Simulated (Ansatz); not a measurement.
**Geometry relaxation of Ge (part 2 of 2)**

The same run, continued: Ge (Fd-3m, 2 atoms in the cell); DFT, LDA, plane waves, PAW, no spin polarisation (Ansatz 0.2.0); cutoff 420 eV, 8×8×8 k-mesh, Fermi–Dirac smearing of 0.02 eV. The structure was built on a prototype by a generator. The geometry comes from this level: PBE.

Geometry of the input (Å; fractional positions):
```
0.0000  2.8807  2.8807
2.8807  0.0000  2.8807
2.8807  2.8807  0.0000
Ge 0.0000  0.0000  0.0000
Ge 0.2500  0.2500  0.2500
```

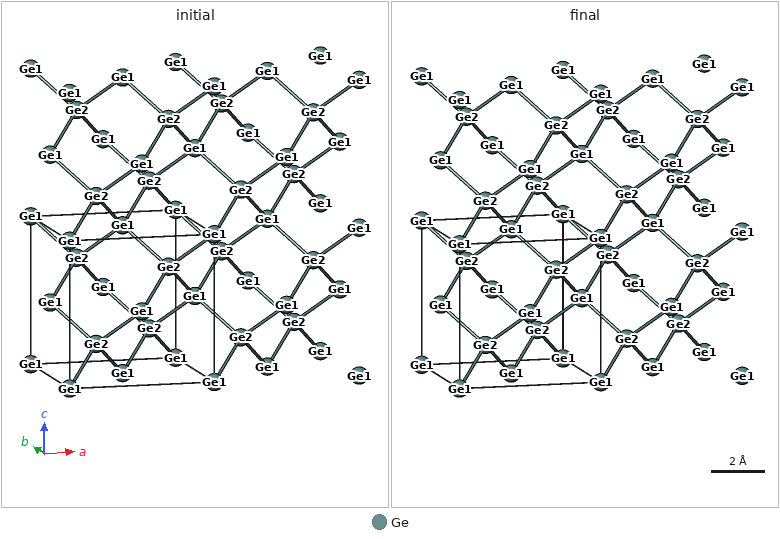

**Figure 1.** Before (left) and after (right) the relaxation, at one scale (ball-and-stick view of the cell 4 times as large as that of the calculation, set on its symmetry axes, repeated 2 × 1 × 2, seen slightly off an axis). No atom moves by more than 0.005 Å relative to the cell. The volume changes by −7.1 %, with a = b = c 5.761 → 5.621 Å (−2.4 %). Among the contacts that change: Ge1–Ge2 2.495 → 2.434 Å. The space group stays Fd-3m (No. 227). The energy falls by 25.2 meV per atom in 3 geometry steps. All forces vanish by symmetry, so only the cell relaxes. Pressure: −4.41 GPa at the start and 0.01 GPa at the end. A last SCF at the same geometry on a re-selected plane-wave basis shifts the energy by +0.3 meV per atom. (Atoms are counted from 1 in the order of the input.)

```
basis re-selected at this cell: Δ(F+E_penalty+E_count) = +6.235e-4 eV, ΔP = +0.008 GPa vs the last step (what re-selecting the basis moved, of the pressure what is left beyond the Pulay correction that the steps carried, after the strain that the cell walked since its last selection, with what the two solves' SCF thresholds leave and, on support functions, any second-order correction that the steps lacked; it is no measure of the basis error at this ecutwfc). The dense FFT grid was sized anew with the basis: this SCF ran on 27×27×27 points, the steps before it on 30×30×30, so part of this shift can come from that change (see relax.cell in the input reference). This SCF's stress stands 1.47e-2 GPa from its target on what of the cell is left free (relax.cell.stress_tol is 5.00e-2 GPa) and its largest allowed force component is 1.34e-16 eV/Å (relax.f_tol is 5.00e-3 eV/Å): within both
SCF converged after 5 iterations
Free energy (F): -8431.428376 eV
Harris-Foulkes:  -8431.428376 eV  (|F-HF|=3.64e-12)
Internal energy: -8431.428176 eV  (E = F + TS)
E sigma→0 (E₀):  -8431.428276 eV
Entropy (-TS):   -0.000200 eV (-0.100 meV/atom)
Fermi energy:    8.538801 eV
--- Per-component energies (eV) ---
  E_band       = -303.520494
  E_kinetic    = 224.615926
  E_local      = -4923.890704  (includes V_loc(G=0)·N_el)
  E_nonlocal   = 843.510279
  E_hartree    = 2158.757259
  E_xc         = -150.867222
  E_vxc        = -130.853981  (∫ρ·V_xc dr)
  E_paw        = -3882.840016  (= ΣΔE_a)
  E_vpaw       = -634.417091  (= ΣTr[D̂ρ^β])
  E_aug_tail   = 0.000601  (compensation charges beyond the density's cutoff)
  E_ewald      = -2704.530951
  E_core_change = 3.816652  (= ΣΔE_core)
  E_smearing   = -0.000200  (= −TS)
  E_closure    = 0.000000  (closes the sum)
  Σ components = -8431.428376   (vs F -8431.428376, Δ=0.00e0)
--- Forces (eV/Å), atoms counted from 1 ---
  atom   1  Ge    -0.00000000    -0.00000000    -0.00000000
  atom   2  Ge     0.00000000    -0.00000000     0.00000000
  max |Σ_I F_I| component: 4.39e-17 eV/Å
--- Stress (GPa, compression-positive) ---
        0.014664      -0.000000      -0.000000
       -0.000000       0.014664      -0.000000
       -0.000000      -0.000000       0.014664
  P = ⅓ Tr σ = 0.0147 GPa (0.147 kbar)
--- Band table (eV; the first three rows and the last of 29) ---
  k-point 0: bands = ["-16.4301", "-16.4301", "-16.4301", "-16.3922", "-16.3922", "-16.1702", "-16.1702", "-16.1702", "-16.1558", "-16.1558", "-4.4455", "8.5076", "8.5212", "8.5212", "8.5212", "11.0560", "11.0560", "11.0560"]
  k-point 1: bands = ["-16.4386", "-16.4386", "-16.4274", "-16.3802", "-16.3802", "-16.1827", "-16.1827", "-16.1733", "-16.1452", "-16.1452", "-4.2519", "6.1177", "8.1770", "8.1770", "9.5192", "11.5134", "11.5134", "11.9920"]
  k-point 2: bands = ["-16.4492", "-16.4492", "-16.4210", "-16.3621", "-16.3621", "-16.1972", "-16.1972", "-16.1810", "-16.1345", "-16.1345", "-3.6899", "3.7198", "7.6186", "7.6186", "9.1266", "12.1490", "12.1490", "14.1348"]
  k-point 28: bands = ["-16.4802", "-16.4802", "-16.3312", "-16.3312", "-16.2795", "-16.2795", "-16.2456", "-16.2456", "-16.0998", "-16.0998", "-0.3906", "-0.3906", "4.5118", "4.5118", "12.8371", "12.8371", "13.1820", "13.1820"]
--- Relaxed structure (4 steps of the walk, 4 accepted, 1 SCFs on fresh bases) ---
  F+E_penalty+E_count = -8431.42837604 eV   max|allowed force component| = 1.342e-16 eV/Å   (the final SCF, on the basis selected at the relaxed cell)
  cell:  # Å, volume = 44.4099 Å³
    - [-3.5508373890338615e-34, 2.810713718826449, 2.810713718826449]
    - [2.810713718826449, 7.149443887266373e-34, 2.810713718826449]
    - [2.810713718826449, 2.810713718826449, 1.6305190505265886e-33]
  atoms:
    - { symbol: Ge, position: [-4.874948949959585e-35, -4.1785276713939334e-36, 3.7606749042545374e-35] }
    - { symbol: Ge, position: [0.25, 0.25, 0.25] }
```

File rho_z.tsv
```
# z_ang	rho[e/angstrom^3]
# format = ansatz-planar-average/11
# lattice	-0.000000000	2.810713719	2.810713719
# lattice	2.810713719	0.000000000	2.810713719
# lattice	2.810713719	2.810713719	0.000000000
# sites	2
# site	32	0.000000000	-0.000000000	-0.000000000
# site	32	1.405356859	1.405356859	1.405356859
0.000000	1.492414e0
0.147220	1.362414e0
0.294441	1.054501e0
0.441661	8.436250e-1
0.588881	8.761806e-1
0.736102	1.132048e0
0.883322	1.422278e0
1.030542	1.471939e0
1.177763	1.195868e0
1.324983	7.898635e-1
1.472204	4.722088e-1
1.619424	2.932991e-1
1.766644	2.040488e-1
1.913865	1.575830e-1
2.061085	1.310871e-1
2.208305	1.159823e-1
2.355526	1.079004e-1
2.502746	1.055736e-1
2.649966	1.093976e-1
2.797187	1.189652e-1
2.944407	1.364288e-1
3.091627	1.667800e-1
3.238848	2.209649e-1
3.386068	3.272775e-1
3.533288	5.377957e-1
3.680509	8.890995e-1
3.827729	1.287706e0
```

Trajectory as extended XYZ (Å, eV, eV/Å), 5 frames, from step=1 to step=5
```
2
Lattice="0.0000 2.8807 2.8807 2.8807 0.0000 2.8807 2.8807 2.8807 0.0000" Properties=species:S:1:pos:R:3:forces:R:3 step=1 energy=-8431.37865 pressure_GPa=-4.41
Ge    0.0000    0.0000    0.0000    0.0000   0.0000   0.0000
Ge    1.4403    1.4403    1.4403    0.0000   0.0000   0.0000
2
Lattice="0.0000 2.8209 2.8209 2.8209 0.0000 2.8209 2.8209 2.8209 0.0000" Properties=species:S:1:pos:R:3:forces:R:3 step=2 energy=-8431.42783 pressure_GPa=-0.73
Ge    0.0000    0.0000    0.0000    0.0000   0.0000   0.0000
Ge    1.4104    1.4104    1.4104    0.0000   0.0000   0.0000
2
Lattice="0.0000 2.8095 2.8095 2.8095 0.0000 2.8095 2.8095 2.8095 0.0000" Properties=species:S:1:pos:R:3:forces:R:3 step=3 energy=-8431.42899 pressure_GPa=0.09
Ge    0.0000    0.0000    0.0000    0.0000   0.0000   0.0000
Ge    1.4048    1.4048    1.4048    0.0000   0.0000   0.0000
2
Lattice="0.0000 2.8107 2.8107 2.8107 0.0000 2.8107 2.8107 2.8107 0.0000" Properties=species:S:1:pos:R:3:forces:R:3 step=4 energy=-8431.42900 pressure_GPa=0.01
Ge    0.0000    0.0000    0.0000    0.0000   0.0000   0.0000
Ge    1.4054    1.4054    1.4054    0.0000   0.0000   0.0000
2
Lattice="0.0000 2.8107 2.8107 2.8107 0.0000 2.8107 2.8107 2.8107 0.0000" Properties=species:S:1:pos:R:3:forces:R:3 step=5 energy=-8431.42838 pressure_GPa=0.01
Ge    0.0000    0.0000    0.0000    0.0000   0.0000   0.0000
Ge    1.4054    1.4054    1.4054    0.0000   0.0000   0.0000
```

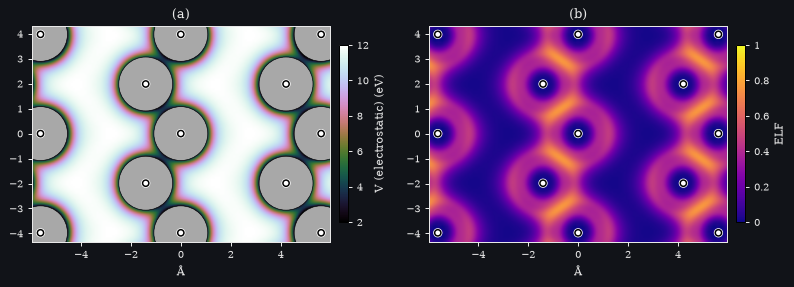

**Figure 2.** (a) electrostatic potential energy of an electron; (b) ELF on the (110) plane of the conventional cell. Circles mark the nuclei in the plane (Ge). Grey discs, where drawn, cover atomic cores. The section cuts through Ge sites. Outside the cores the potential energy rises away from the atoms and is highest about 2.4 Å from the nearest atoms; outside the discs it spans about 10 eV, and its zero is arbitrary. In a PAW calculation such maps are meaningful between the atoms, not at the nuclei.

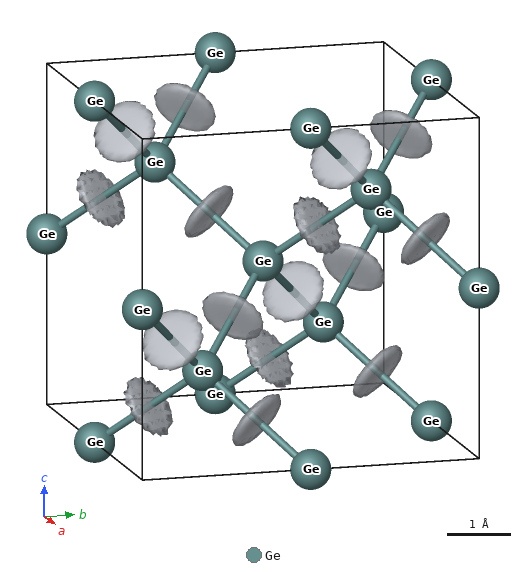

**Figure 3.** Isosurface of the electron localisation function at 0.7 (grey), seen slightly off an axis. Only the valence region is drawn (cores and ρ < 0.01 e/Å³ removed). Sticks mark near contacts. The outline is the cell set on symmetry axes. Along the contacts the grid gives the following. Ge–Ge (2.43 Å): the ELF peaks at about 0.75 between the atoms (a shared electron pair).

Key numbers

```csv
quantity,value
outcome,converged
space group (tolerance 0.01 Å),Fd-3m (227)
electrons treated,28
free energy,−8431.4284 eV
Fermi energy,8.539 eV
band gap,none (metallic)
pressure,0.01 GPa
final volume,44.41 Å³
largest force (length of the vector) at the end,under 0.001 eV/Å
final cell,"a = 3.975 Å, b = 3.975 Å, c = 3.975 Å, α = 60.00°, β = 60.00°, γ = 60.00°"
hardware,"4 threads of Arm Neoverse V1, 24 GiB of memory available, shared host"
wall time,2.1 s (CPU time 6.9 s)
peak memory,0.33 GiB
```
